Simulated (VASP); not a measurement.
**Se: density, localisation and related maps**

```cif
data_structure
_symmetry_space_group_name_H-M 'P 1'
_symmetry_Int_Tables_number 1
_cell_length_a 3.6398
_cell_length_b 3.6398
_cell_length_c 9.9132
_cell_angle_alpha 90.000
_cell_angle_beta 90.000
_cell_angle_gamma 120.000
_cell_volume 113.74
loop_
_atom_site_label
_atom_site_type_symbol
_atom_site_fract_x
_atom_site_fract_y
_atom_site_fract_z
_atom_site_occupancy
Se1 Se 0.00000 0.00000 0.25000 1
Se2 Se 0.00000 0.00000 0.75000 1
Se3 Se 0.33333 0.66667 0.75000 1
Se4 Se 0.66667 0.33333 0.25000 1
```

Space group P6₃/mmc; a generated structure, not necessarily the stable one; computed pressure about 47 GPa in this cell.

All numbers below come from VASP 6.6.1, Kohn-Sham DFT of a periodic cell, PBEsol, VASP PAW PBE potentials, recommended.

In a PAW calculation such maps are meaningful between the atoms, not at the nuclei.

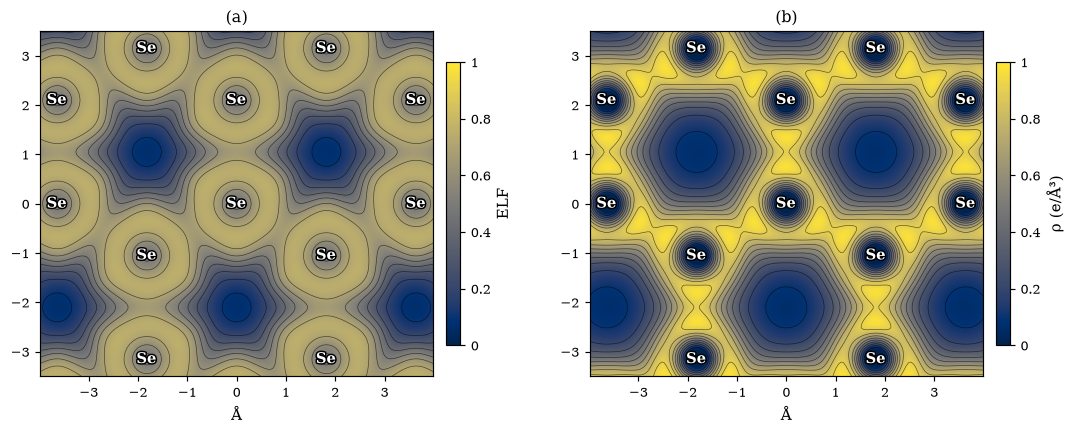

Figure 1. (a) ELF; (b) valence electron density on the (001) plane of the conventional cell.

What do the fields say about this system?

Atoms in the plane: Se.
Se–Se (2.10 Å): the density is about 0.9 e/Å³ at the midpoint; the ELF peaks at about 0.75 between the atoms.
Between the atoms the lowest density in this plane is 0.07 e/Å³.

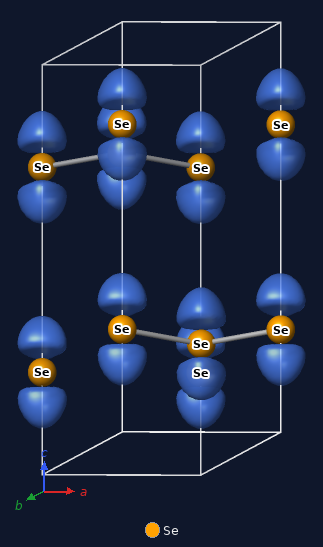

Figure 2. Isosurface of the ELF at 0.85 (blue), seen at an oblique angle. Core shells and regions of very low density are left out. Sticks mark near contacts.

Identify the bonds, lone pairs and shells in this picture.

The ELF exceeds this value in eight lobes on Se, pointing away from the bonds (lone pairs), counted in one cell of 4 atoms. Any copies at cell faces, edges or corners count once.
